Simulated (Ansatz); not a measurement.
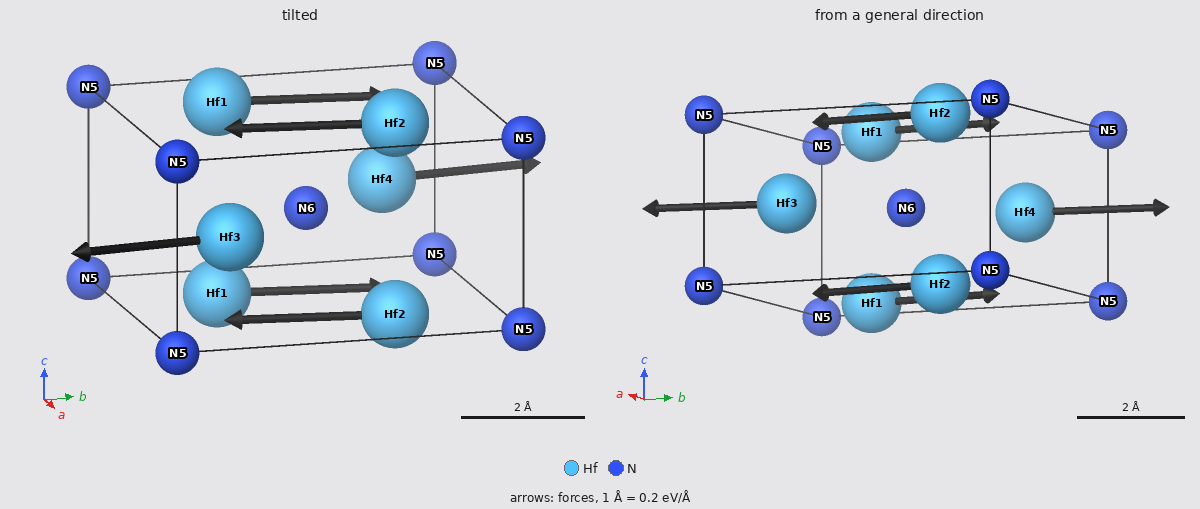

We look at a spheres-only model of the crystal slightly off an axis and from a general direction. The simulation cell is outlined; an atom on or near a face, edge or corner is repeated at each equivalent position. The arrows are the computed forces on the atoms.

System: Hf₂N. Level of theory: DFT PBEsol, scalar-relativistic, plane waves, PAW (Ansatz). Settings were E_cut = 420 eV, k-points on a 10×10×14 grid, Gaussian smearing of 0.15 eV, no spin polarisation.

Q: Judging by the arrows, is the geometry relaxed?

A: No. The atoms still feel forces of up to about 0.46 eV/Å, far above a usual threshold of 0.01 to 0.03 eV/Å.

Q: Identify the atom with the maximum force.

A: All Hf atoms, about 0.46 eV/Å.

Source of the structure: a structure listed in the Materials Project. The cell was then strained or its atoms displaced on purpose. An electronic-structure calculation with Ansatz was run on it.
